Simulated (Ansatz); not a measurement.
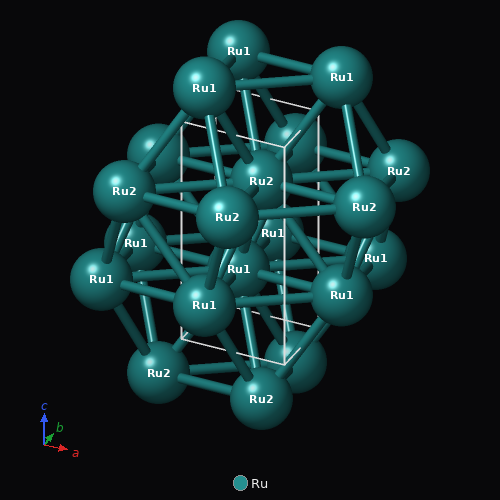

The system is Ru (P6_3/mmc, No. 194; 2 atoms in the cell); the picture shows the reference structure. The energy is mapped over the lattice constants a and c of the conventional cell. Coordinates scanned: (1) lattice constant a (and b); (2) lattice constant c. Nothing is relaxed (symmetry fixes all fractional coordinates). Grid: 7 × 7 points. Energies: meV/atom, counted from the lowest grid point. These are results of Ansatz, DFT PBE, scalar-relativistic, plane waves, PAW, not measurements. Settings: cutoff 420 eV, k-mesh 18×18×10 in the order of the run's cell vectors, gaussian smearing 0.15 eV, no spin polarisation.

Its coordinates:

```xyz
2
Lattice="2.7198 0.0000 0.0000 -1.3599 2.3554 0.0000 0.0000 0.0000 4.2967" Properties=species:S:1:pos:R:3 pbc="T T T"
Ru    0.0000    1.5703    1.0742
Ru    1.3599    0.7851    3.2225
```

The input of one point:

```yaml
crystal:
  lattice:
    - [2.7197977385, 0.0, 0.0]
    - [-1.3598988693, 2.3554139347, 0.0]
    - [0.0, 0.0, 4.296659785]
  atoms:
    - { symbol: Ru, position: [0.3333333333, 0.6666666667, 0.25] }
    - { symbol: Ru, position: [0.6666666667, 0.3333333333, 0.75] }
basis:
  ecutwfc: 420
kpoints:
  mp_grid: { grid: [18, 18, 10] }
hamiltonian:
  xc: pbe
  pseudopotentials: { kind: paw, azcp: { folder: soft_1 } }
scf:
  occupations: { method: gaussian, width: 0.15 }
output:
  forces: true
  stress: true
  eigenvalues: true
```

Range: lattice constant a (and b) from 2.529 to 2.910 Å; lattice constant c from 3.781 to 4.812 Å.

Question: What landscape does the calculation give?

Answer: The lowest grid point is at lattice constant a (and b) = 2.720 Å, lattice constant c = 4.297 Å. No other kind of well shows on this grid. The highest grid point, lattice constant a (and b) = 2.529 Å, lattice constant c = 3.781 Å, lies 1386 meV/atom above the lowest. Round the minimum the valley is somewhat tilted: raising lattice constant a (and b) shifts the best value of lattice constant c downwards (coupling k₁₂/√(k₁₁k₂₂) about 0.4).

```tsv
lattice constant c ↓, lattice constant a (and b) →	2.529	2.593	2.656	2.720	2.783	2.847	2.910
4.812	483	326	268	289	373	505	673
4.640	400	216	137	143	213	335	493
4.468	365	153	53	39	94	200	346
4.297	408	166	38	0	32	117	245
4.125	566	285	120	48	49	106	208
3.953	877	543	330	213	172	190	252
3.781	1386	983	705	526	425	386	397
```

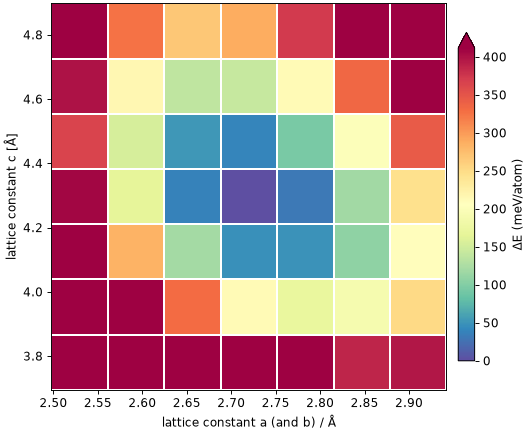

Drawn: one coloured cell a grid point, one colour for all values above the top of the scale.

Each point was launched as `ansatz run input.yaml --threads 1 --pin off --max-ram 2048MiB --backend cpu --events-out ev --progress --plain --runs-dir out`. Time for the 49 points that were run: 8.7 min on 1 thread of Arm Neoverse N1 (shared host).
